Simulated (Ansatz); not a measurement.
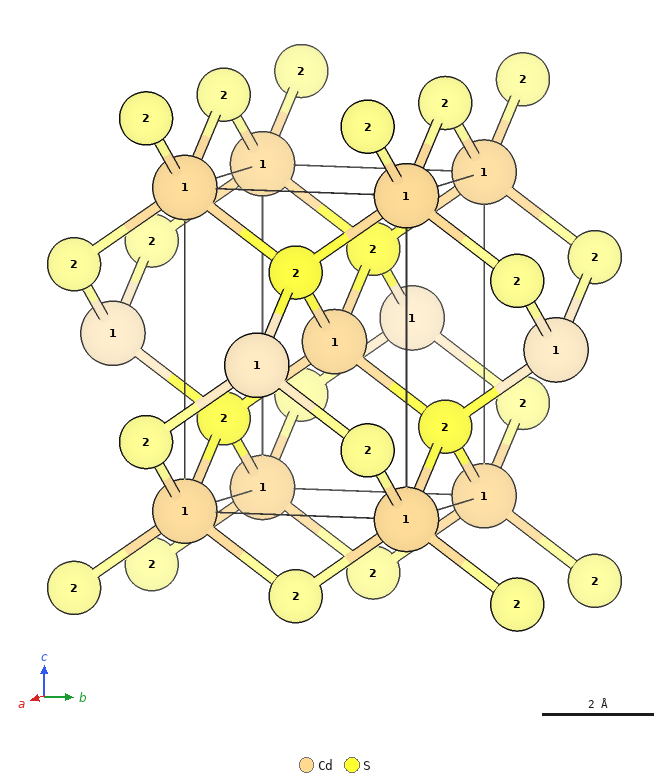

Figure 1. The structure (ball-and-stick view of the cell 2 times as large as that of the calculation, set on its symmetry axes, seen slightly off an axis; neighbours outside the cell are drawn fainter; atoms are numbered from 1 in the order of the input).

# Run report: CdS, field-gradient calculation

CdS (2 atoms in the cell), computed with DFT, PBE, PAW with Ansatz's default frozen-core files, scalar-relativistic, no spin polarisation (Ansatz 0.2.0).

The structure derives from a Materials Project entry. It belongs to a series of runs on one base structure; here: equal xx and yy strain of +2 %, PAW files. Figures and captions count atoms from 1; the log counts them from 0 in places.

Log:
```
Cd: output.efg is read without spin–orbit coupling, which moves field gradients at and beside such atoms by some per cent and up to a factor of two; PAW files take it under magnetization.noncollinear and magnetization.spin_orbit
Engine: ansatz 0.2.0, x86_64-unknown-linux-gnu
Pseudopotentials: kind: paw
Pseudopotential: Cd, paw, valence charge 20, recommended cutoff 420 eV (normal), Cd.paw.azcp
Pseudopotential: S, paw, valence charge 6, recommended cutoff 420 eV (normal), S.paw.azcp
Functional definition: PBE
  parameter kappa = 0.804
  parameter beta = 0.06672455060314922
  exchange = pbe_x(kappa = kappa, mu = beta*pi^2/3)
  correlation = pbe_c(beta = beta)
Crystal: 2 atoms, lattice volume = 53.037 Å³
Basis set: ecut = 420 eV, 1017 PW (Γ), exchange–correlation on 60×60×60 points (8 copies of the dense FFT grid, shifted against one another)
Bands: 17, of which v1, the nominal top of the filled ones, is band 13 counted from 1 (12 counted from 0)
Symmetry: 8 space group operations
Space group: I-4m2 (ITA 119), of the structure as read, at distance tolerance 3.8e-5 Å
k-points: 40 of 343 (time reversal used)
Non-local potential: Cd, projectors of the file, l = 0: 3, l = 1: 2, l = 2: 2, l = 3: 1
Non-local potential: S, projectors of the file, l = 0: 2, l = 1: 2, l = 2: 2
PAW form: soft (Blöchl's): semilocal exchange-correlation on the pseudo side does not see the compensation charge
PAW one-centre angular grid: Cd, 590 points (default); XC on 64 Gauss nodes
PAW one-centre angular grid: S, 110 points (default); XC on 64 Gauss nodes
Initial density: superposition of atomic densities (neutral atoms: chi_scale 0, normalization atom), corrected by the library's trained network
Initial wavefunctions: pseudopotential atomic-orbital guess
Functional: x = pbe(κ = 0.804, μ = 0.2195149727645171), c = pbe(β = 0.06672455060314922)
SCF iter   1: F=—  HF=-9157.823405 eV  |F-HF|=—  |Δ(HF+E_count)|=         —  Δρ=6.05e-4  dr2=3.41e-4  ethr=1.77e-3  ⟨swp⟩=5.9  Hψ=3457  notcnv=0
preconditioner: auto → none  [insulator: Δε(μ)=0.953 eV  Ē_g=12.094 eV  σ=0.020 eV  W_gap=1.00  n_scr=14 (ndim 8)  ℏωp=21.6 eV  f_vac=0.147  D(μ)=0.00/eV (n_scr^D=0)  ε∞_Penn≈4.2]
SCF iter   2: F=—  HF=-9157.824007 eV  |F-HF|=—  |Δ(HF+E_count)|=   6.02e-4  Δρ=3.31e-4  dr2=3.65e-5  ethr=1.31e-6  ⟨swp⟩=3.3  Hψ=1883  notcnv=0
SCF iter   3: F=—  HF=-9157.824024 eV  |F-HF|=—  |Δ(HF+E_count)|=   1.66e-5  Δρ=1.14e-4  dr2=3.44e-6  ethr=1.40e-7  ⟨swp⟩=2.0  Hψ=1008  notcnv=0
SCF iter   4: F=—  HF=-9157.824042 eV  |F-HF|=—  |Δ(HF+E_count)|=   1.78e-5  Δρ=3.86e-5  dr2=3.67e-7  ethr=1.32e-8  ⟨swp⟩=2.0  Hψ=1040  notcnv=0
iter 5 did not close the SCF: its close was put off for the readings that it lacked (scf_convergence_deferred on its scf_iter line)
SCF iter   5: F=-9157.824044 eV  HF=-9157.824044 eV  |F-HF|=5.54e-8  |Δ(HF+E_count)|=   2.56e-6  Δρ=5.00e-6  dr2=1.42e-8  ethr=1.41e-9  ⟨swp⟩=2.0  Hψ=1040  notcnv=0
SCF iter   6: F=-9157.824044 eV  HF=-9157.824044 eV  |F-HF|=9.75e-10  |Δ(HF+E_count)|=   6.53e-8  Δρ=1.89e-6  dr2=1.54e-9  ethr=5.46e-11  ⟨swp⟩=2.0  Hψ=2388  notcnv=0
SCF 1 converged in 6 iterations: F = -9157.824044 eV  dr2 = 1.54e-9
  greatest PAW one-centre occupation: 1.000 electrons in one spin orbital (limit 2), on the Cd atom at site 0 (counted from 0), in its partial waves of l = 0
SCF converged after 6 iterations
Free energy (F): -9157.824044 eV
Harris-Foulkes:  -9157.824044 eV  (|F-HF|=9.75e-10)
Internal energy: -9157.824044 eV  (E = F + TS)
E sigma→0 (E₀):  -9157.824044 eV
Fermi energy:    6.522794 eV
--- Per-component energies (eV) ---
  E_band       = -526.082539
  E_kinetic    = 610.398452
  E_local      = -4110.516332  (includes V_loc(G=0)·N_el)
  E_nonlocal   = 62.221056
  E_hartree    = 1882.803005
  E_xc         = -273.168649
  E_vxc        = -308.116071  (∫ρ·V_xc dr)
  E_paw        = -4683.963841  (= ΣΔE_a)
  E_vpaw       = -545.674614  (= ΣTr[D̂ρ^β])
  E_aug_tail   = 0.000015  (compensation charges beyond the density's cutoff)
  E_ewald      = -2645.597751
  E_smearing   = -0.000000  (= −TS)
  E_closure    = -0.000000  (closes the sum)
  Σ components = -9157.824044   (vs F -9157.824044, Δ=0.00e0)
--- Forces (eV/Å), atoms counted from 1 ---
  atom   1  Cd    -0.00000000    -0.00000000     0.00000000
  atom   2  S      0.00000000    -0.00000000    -0.00000000
  max |Σ_I F_I| component: 5.55e-17 eV/Å
--- Stress (GPa, compression-positive) ---
       -1.107218       0.000000       0.000000
       -0.000000      -1.107218       0.000000
       -0.000000       0.000000      -0.712576
  P = ⅓ Tr σ = -0.9757 GPa (-9.757 kbar)
--- PAW observables at the nuclei: V_zz in 10²¹ V/m², potentials from the cell's mean, atoms counted from 1 ---
  atom   1  Cd V_zz =    +0.618222   η = 0.0000   by run symmetry: allowed
            electrostatic potential = -7703.266277 V   contact ρ = 1035899.739328 e/Å³
  atom   2  S  V_zz =    -0.376670   η = 0.0000   by run symmetry: allowed
            electrostatic potential = -1632.738653 V   contact ρ = 19767.128830 e/Å³
--- Band table (eV; the first three rows and the last of 40) ---
  k-point 0: bands = ["-95.1879", "-56.2625", "-56.2573", "-56.2573", "-5.9747", "-1.5065", "-1.5065", "-1.4962", "-1.1117", "-1.1059", "5.9860", "5.9860", "6.0405", "7.0025", "12.5364", "12.5368", "12.5368"]
  k-point 1: bands = ["-95.1879", "-56.2625", "-56.2574", "-56.2573", "-5.9056", "-1.4826", "-1.4761", "-1.4355", "-1.1115", "-1.1074", "4.8299", "5.8462", "5.8903", "7.9771", "12.2083", "12.7536", "12.7761"]
  k-point 2: bands = ["-95.1879", "-56.2626", "-56.2575", "-56.2574", "-5.7498", "-1.4370", "-1.4284", "-1.2037", "-1.1012", "-1.1007", "3.3026", "5.5552", "5.6148", "8.7562", "12.3202", "12.9932", "13.0925"]
  k-point 39: bands = ["-95.1879", "-56.2629", "-56.2575", "-56.2575", "-5.4905", "-1.3167", "-1.2324", "-1.2146", "-1.0483", "-0.6533", "2.4260", "4.0203", "4.4077", "9.9190", "10.5401", "14.7723", "15.5982"]
```

The run was set up as follows.

Input:
```yaml
crystal:
  lattice:
    - [0.0, 3.0018125342, 2.9429534649]
    - [3.0018125342, 0.0, 2.9429534649]
    - [3.0018125342, 3.0018125342, 0.0]
  atoms:
    - { symbol: Cd, position: [0.0, 0.0, 0.0] }
    - { symbol: S, position: [0.75, 0.75, 0.75] }
kpoints:
  mp_grid: { grid: [7, 7, 7] }
scf:
  occupations: { method: fermi_dirac, width: 0.02 }
hamiltonian:
  xc: pbe
  pseudopotentials: { kind: paw }
output:
  forces: true
  stress: true
  eigenvalues: true
  efg: { contact_densities: true }
```

Command:
```bash
ansatz run input.yaml --threads 1 --pin off --max-ram 3072MiB --backend cpu --events-out ev --progress --plain --runs-dir out
```

Results in brief:

- outcome: converged
- space group (tolerance 0.01 Å): I-4m2 (119)
- electrons treated: 26
- free energy: −9157.8240 eV
- Fermi energy: 6.523 eV
- gap on the k-point mesh: 0.96 eV
- pressure: −0.98 GPa
- field gradient V_zz (10²¹ V/m²): Cd 0.62, S −0.38
- largest force (length of the vector): under 0.001 eV/Å
- hardware: 1 thread of Intel Xeon (Sapphire Rapids), 64 GiB of memory available, shared host
- wall time: 5.5 s
- peak memory: 0.42 GiB

Remarks:

Warnings of the run: the field gradients leave out spin–orbit coupling.
